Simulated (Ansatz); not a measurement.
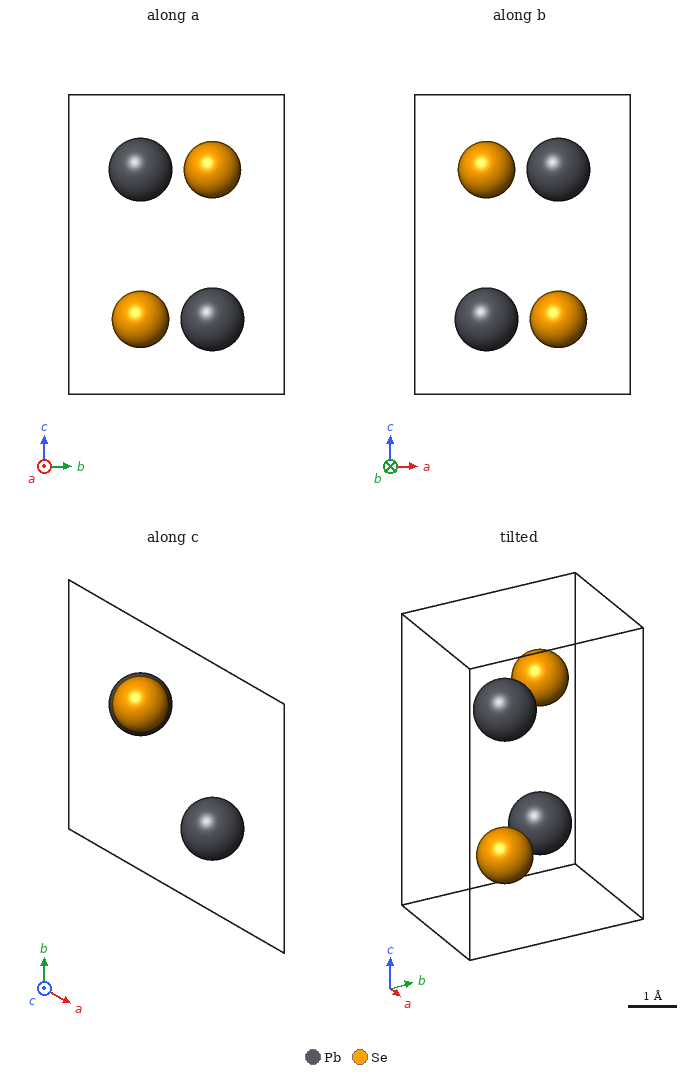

Spheres-only drawing of the structure, looking along the a axis, along the b axis, along the c axis and slightly off an axis. The frame is the conventional unit cell; atoms at its boundary are shown with their periodic copies.

Lattice parameters: a = 5.207 Å, b = 5.207 Å, c = 6.261 Å, α = 90.00°, β = 90.00°, γ = 120.00°. Put a along x and b in the xy plane.

### Give the atomic positions as a POSCAR file.

```
Pb Se
1.0
     5.207    0.000    0.000
    -2.603    4.509    0.000
     0.000    0.000    6.261
Pb Se
2 2
Direct
  0.3333 0.6667 0.2500
  0.6667 0.3333 0.7500
  0.6667 0.3333 0.2500
  0.3333 0.6667 0.7500
```

The initial geometry was a structure type filled with these elements by a generator (whether the compound takes this form wasn't checked). The picture shows the end point of a geometry optimisation with DFT, PBE, plane waves, PAW in Ansatz 0.2.0.
